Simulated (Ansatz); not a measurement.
Input file:

```
crystal:
  lattice:
    - [-1.60842, 1.60842, 1.87318]
    - [1.60842, -1.60842, 1.87318]
    - [1.60842, 1.60842, -1.87318]
  atoms:
    - { symbol: Ge, position: [0.5, 0.5, 0.0] }
hamiltonian:
  xc: rpbe
  pseudopotentials: { kind: paw }
  dispersion: d4
kpoints:
  mp_grid: { grid: [12, 12, 12] }
scf:
  occupations: { method: fermi_dirac, width: 0.05 }
output:
  forces: true
  stress: true
  eigenvalues: true
  write_density: true
  write_potential: true
  elf: true
  volumetric_format: npy
relax:
  f_tol: 0.01
  max_steps: 40
  cell: { stress_tol: 0.05 }
```

Launched as:

```sh
ansatz run input.yaml --threads 2 --pin off --max-ram 5632MiB --backend cpu --events-out ev --progress --plain --runs-dir out
```

Below, planes, directions and counts refer to the conventional cell (a = 3.30 Å, b = 3.30 Å, c = 3.30 Å, α = 90.00°, β = 90.00°, γ = 90.00°).

The fields are those of the run's last geometry, not of the input's.

Space group Im-3m; a generated structure, not necessarily the stable one.

All numbers below come from Kohn-Sham DFT of a periodic cell, RPBE with D4, Ansatz PAW in Ansatz.

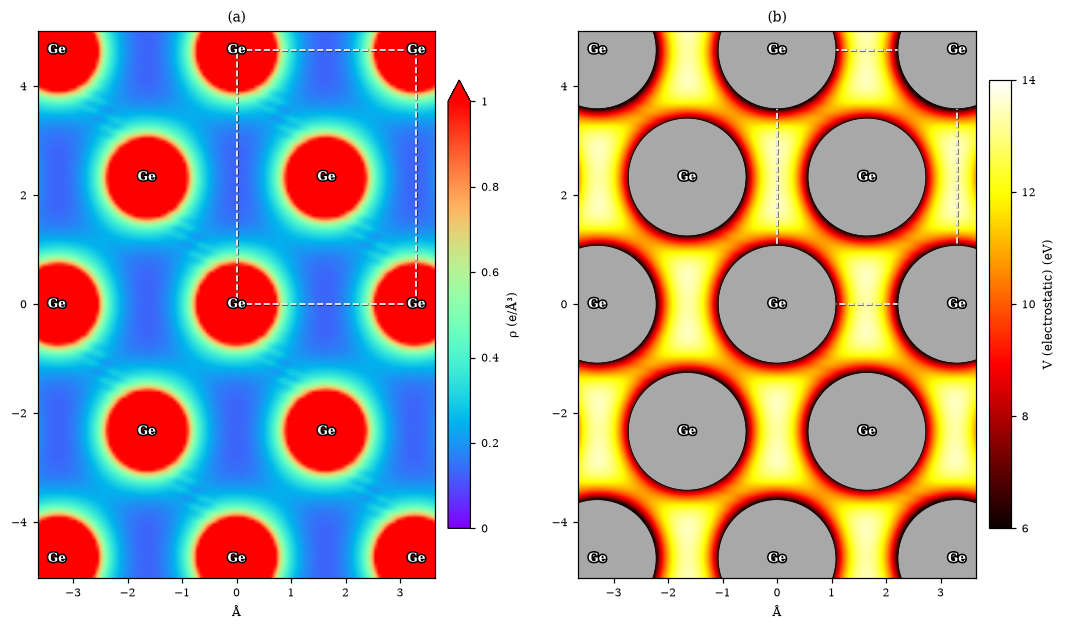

Ge. (a) valence electron density; (b) electrostatic potential energy of an electron on the (11̄0) plane of the conventional cell. Grey discs cover the atomic cores in the potential map.

Core electrons are frozen (PAW), and the valence fields are smoothed inside the atomic spheres.

### Interpret the plot.

Atoms in the plane: Ge.
Ge–Ge (2.86 Å): ρ at the midpoint is about 0.24 e/Å³.
Between the atoms the lowest density in this plane is 0.13 e/Å³.
Outside the cores the potential energy rises away from the atoms and is highest about 1.7 Å from the nearest atoms; its zero is arbitrary.

### Metal or insulator at this level of theory?

It is gapless in this calculation (a metal or semimetal).
